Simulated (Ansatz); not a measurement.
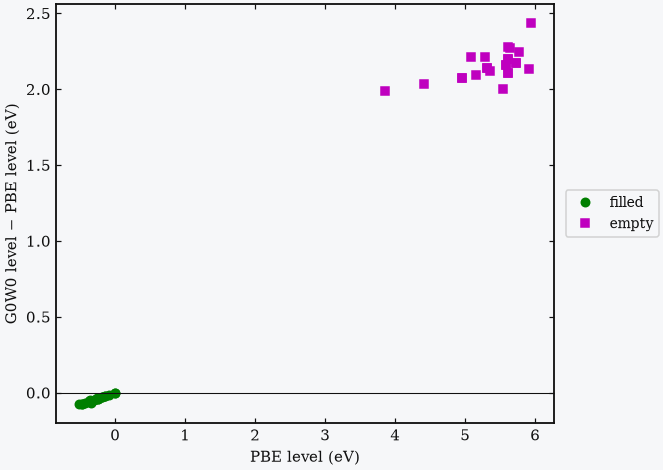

Change of each level from PBE to G0W0 against its PBE energy, both sets counted from their own valence top.

System: NiAs-type KI, space group P6_3/mmc, 4 atoms in the cell, relaxed with r2SCAN; a = 4.900 Å, c = 8.590 Å (hexagonal axes). Starting point: PBE, Ansatz PAW set, no spin polarisation, no spin-orbit coupling, 6×6×2 k mesh, 420 eV cutoff, fixed occupations (Ansatz 0.2.0). Many-body step: G0W0 with empty bands 290, screening cutoff 80 eV and frequency treatment contour deformation.

Question: By how much does the gap open?

Answer: Over the k points that were corrected, the smallest gap goes from 3.86 eV in PBE (direct at Γ) to 5.84 eV in G0W0 (direct at Γ), a change of +1.98 eV (+51 %).

Question: What are the quasiparticle weights at the band edges?

Answer: The quasiparticle weight (renormalisation factor) lies between 0.80 and 0.85 for the top filled and first empty levels.

Question: Is the correction a rigid shift of the empty levels?

Answer: Counted from the valence top, the lowest empty level moves by +1.98 eV at Γ, +2.07 eV at A and +2.21 eV at M; over the 12 points that were corrected the shifts run from +1.98 to +2.28 eV: a spread of 0.30 eV on a mean of 2.14 eV, so one scissor shift describes this level only roughly.

| k point | PBE direct gap (eV) | G0W0 direct gap (eV) |
| --- | --- | --- |
| Γ | 3.86 | 5.84 |
| A | 5.09 | 7.18 |
| M | 5.43 | 7.71 |

Spin-orbit coupling is left out, which matters for I. The usual form of KI is rocksalt. Bands, cutoffs and mesh are finite, so these values aren't at the basis limit.
